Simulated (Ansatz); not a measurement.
SnO: several calculations on one system

**1. Vibrations**

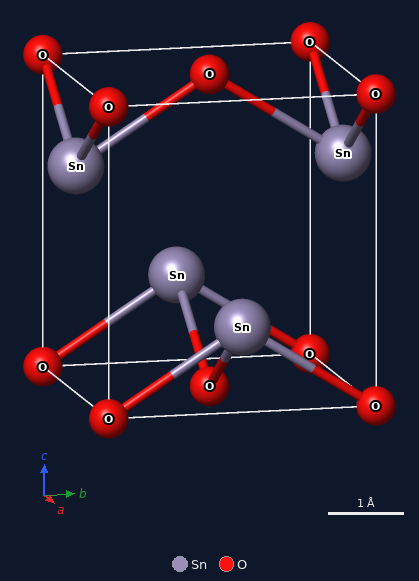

Normal modes of a crystal of SnO relaxed at 11 GPa, at the zone centre. The picture is a ball-and-stick view of the cell of the calculation, seen slightly off an axis.

Method: DFT PBE+D3(BJ), scalar-relativistic, plane waves, PAW (Ansatz 0.2.0).

Input
```yaml
crystal:
  lattice:
    - [3.7029262471, 0.0, 0.0]
    - [0.0, 3.7029262471, 0.0]
    - [0.0, 0.0, 4.2771922208]
  atoms:
    - { symbol: Sn, position: [0.0, 0.5, 0.2731388325] }
    - { symbol: Sn, position: [0.5, 0.0, 0.7268611675] }
    - { symbol: O, position: [0.0, 0.0, 0.0] }
    - { symbol: O, position: [0.5, 0.5, 0.0] }
basis:
  ecutwfc: 420
kpoints:
  mp_grid: { grid: [12, 12, 10] }
hamiltonian:
  xc: pbe
  dispersion: d3bj
scf:
  occupations: { method: fermi_dirac, width: 0.15 }
output:
  eigenvalues: true
phonons:
  method: dfpt
  eigenvectors: true
```

Launched with:
```bash
ansatz run input.yaml --threads 1 --pin off --max-ram 3072MiB --backend cpu --events-out ev --progress --plain --runs-dir out
```

The frequencies depend somewhat on the k-mesh and the smearing.

Give the spectrum at this point.

The calculation's cell holds 4 atoms, so there are 9 optical modes, in 6 levels. The optical modes span 2E_g + A₁g + E_u + A₂u + B₁g. No level is unstable.

| level | symmetry | frequency (cm⁻¹) | activity |
| --- | --- | --- | --- |
| 1 | E_g | 136 | Raman-active |
| 2 | A₁g | 227 | Raman-active |
| 3 | E_u | 311 | infrared-active |
| 4 | A₂u | 372 | infrared-active |
| 5 | B₁g | 384 | Raman-active |
| 6 | E_g | 524 | Raman-active |

The crystal is a metal, so free carriers screen the infrared response.

The displacement patterns (one member of each degenerate set):

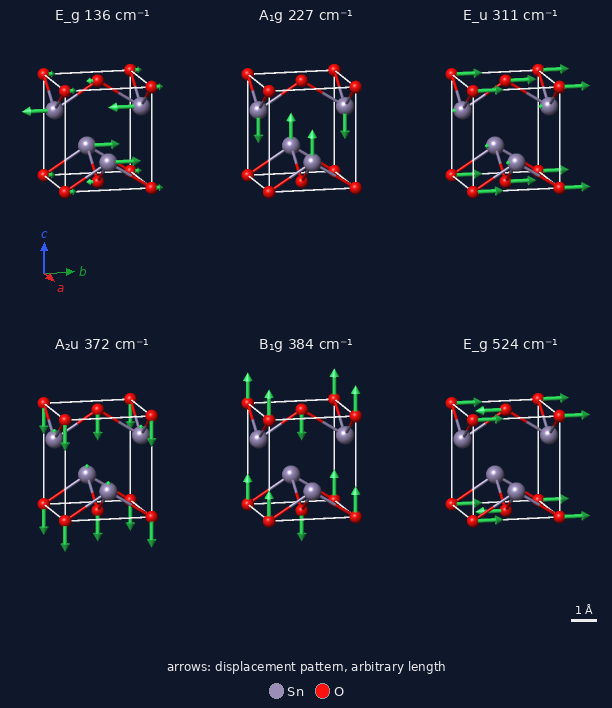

**2. One mode**

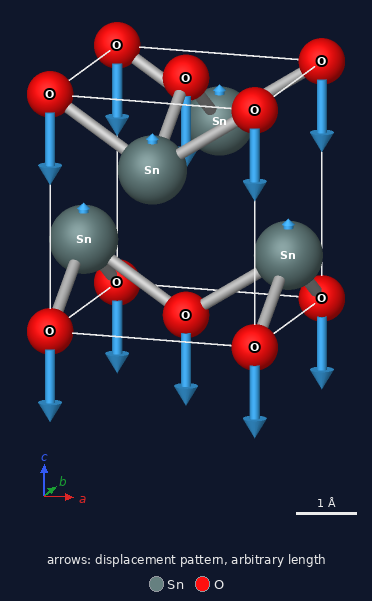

One vibrational mode of solid SnO relaxed at 22 GPa at the zone centre. The blue arrows are the displacements of the atoms (eigenvector over the root of the mass), of arbitrary overall length and sign. A ball-and-stick model of the cell of the calculation, seen slightly off an axis.

Level of theory: Ansatz, DFT PBE+D3(BJ), scalar-relativistic, plane waves, PAW.

Input file:
```yaml
crystal:
  lattice:
    - [3.6198317866, 0.0, 0.0]
    - [0.0, 3.6198317866, 0.0]
    - [0.0, 0.0, 4.1037852818]
  atoms:
    - { symbol: Sn, position: [0.0, 0.5, 0.2852932359] }
    - { symbol: Sn, position: [0.5, 0.0, 0.7147067641] }
    - { symbol: O, position: [0.0, 0.0, 0.0] }
    - { symbol: O, position: [0.5, 0.5, 0.0] }
basis:
  ecutwfc: 420
kpoints:
  mp_grid: { grid: [12, 12, 10] }
hamiltonian:
  xc: pbe
  dispersion: d3bj
scf:
  occupations: { method: fermi_dirac, width: 0.15 }
output:
  eigenvalues: true
phonons:
  method: dfpt
  eigenvectors: true
```

Run as
```bash
ansatz run input.yaml --threads 1 --pin off --max-ram 3072MiB --backend cpu --events-out ev --progress --plain --runs-dir out
```

The frequencies depend somewhat on the k-mesh and the smearing.

### Give the symmetry, activity and frequency of this mode.

This is the A₂u mode at 399 cm⁻¹, optical level 4 of 6, counted from below, infrared-active by symmetry. The O sublattice moves against the Sn sublattice, along c; the kinetic energy is shared as O 88 %, Sn 12 %. The crystal is a metal, so free carriers screen the infrared response.

**3. One mode**

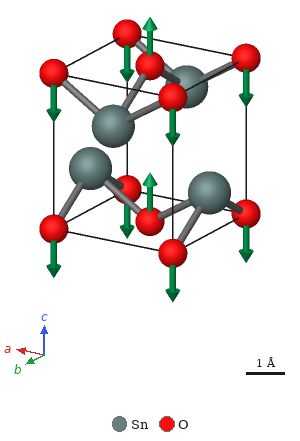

One vibrational mode of solid SnO relaxed at 5 GPa at the zone centre. The green arrows give the relative displacements of the atoms. The picture is a ball-and-stick view of the cell of the calculation, seen from a free direction.

Method: DFT PBE+D3(BJ), scalar-relativistic, plane waves, PAW (Ansatz 0.2.0). Set-up: plane-wave cutoff 420 eV; k-point mesh 12 × 12 × 10; occupations fermi dirac; smearing width 0.15 eV; target pressure 5 GPa; no spin polarisation.

The frequencies depend somewhat on the k-mesh and the smearing.

### Describe the mode and give its frequency.

This is the B₁g mode at 362 cm⁻¹, optical level 5 of 6, counted from below, Raman-active by symmetry. The Sn atoms stay at rest; all motion is along c; atoms of one kind move against one another, with no net shift of their sublattice.
